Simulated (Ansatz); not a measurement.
System: GaAs.

The calculation's input:

```
crystal:
  lattice:
    - [4.0711659835, 0.0, 0.0]
    - [0.0, 12.4306498846, 0.0]
    - [0.0, 0.0, 6.204239175]
  atoms:
    - { symbol: Ga, position: [0.0, 0.6457333286, 0.0963734502] }
    - { symbol: Ga, position: [0.5, 0.8542666714, 0.9036265498] }
    - { symbol: Ga, position: [0.0, 0.0, 0.4034008997] }
    - { symbol: Ga, position: [0.5, 0.1457333286, 0.9036265498] }
    - { symbol: Ga, position: [0.0, 0.3542666714, 0.0963734502] }
    - { symbol: Ga, position: [0.5, 0.5, 0.5965991003] }
    - { symbol: As, position: [0.5, 0.6503126852, 0.862346844] }
    - { symbol: As, position: [0.0, 0.8496873148, 0.137653156] }
    - { symbol: As, position: [0.5, 0.0, 0.6311116546] }
    - { symbol: As, position: [0.0, 0.1503126852, 0.137653156] }
    - { symbol: As, position: [0.5, 0.3496873148, 0.862346844] }
    - { symbol: As, position: [0.0, 0.5, 0.3688883454] }
basis:
  ecutwfc: 420
kpoints:
  mp_grid: { grid: [10, 4, 6] }
  band_path:
    path:
      - [[0.0, 0.0, 0.0], [0.5, 0.0, 0.0], [0.5, 0.5, 0.0], [0.0, 0.5, 0.0], [0.0, 0.0, 0.0], [0.0, 0.0, 0.5], [0.5, 0.0, 0.5], [0.5, 0.5, 0.5], [0.0, 0.5, 0.5], [0.0, 0.0, 0.5]]
      - [[0.5, 0.0, 0.0], [0.5, 0.0, 0.5]]
      - [[0.0, 0.5, 0.0], [0.0, 0.5, 0.5]]
      - [[0.5, 0.5, 0.0], [0.5, 0.5, 0.5]]
    npoints: 10
hamiltonian:
  xc: pbe
scf:
  occupations: { method: gaussian, width: 0.1 }
  n_extra_bands: 30
output:
  forces: true
  stress: true
  eigenvalues: true
  populations: true
  dos: { projected: true, de: 0.02, nscf_kmesh: { grid: [12, 5, 8] } }
  bader: false
  write_density: true
  write_potential: true
  elf: true
  volumetric_format: npy
```

Launched as:

```sh
ansatz run input.yaml --threads 1 --pin off --max-ram 2560MiB --backend cpu --events-out ev --progress --plain --runs-dir out
```

Below, planes, directions and counts refer to the conventional cell (a = 4.07 Å, b = 12.43 Å, c = 6.20 Å, α = 90.00°, β = 90.00°, γ = 90.00°).

Space group Pmmn; a structure generated by program, which may or may not match a known phase.

The calculation used DFT PBE, scalar-relativistic, plane waves, PAW in Ansatz.

What can the converged valence pseudo-density and electron localisation function tell about the bonding?

Ga–As (2.50 Å): the density is about 0.46 e/Å³ at the midpoint; the ELF peaks at about 0.75 between the atoms.

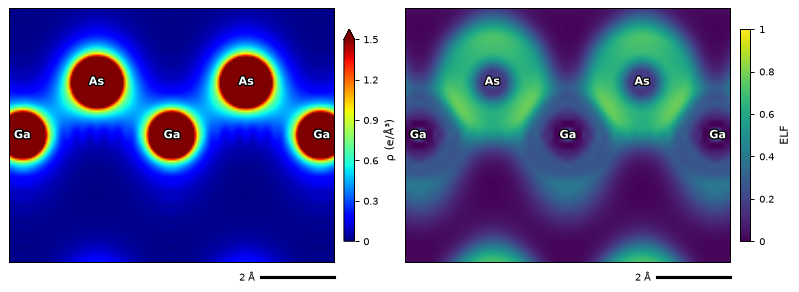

Computed valence pseudo-density and electron localisation function on the (010) plane of the conventional cell, in this order. 

The density is the valence pseudo-density of a PAW calculation; it isn't the true density close to the nuclei.
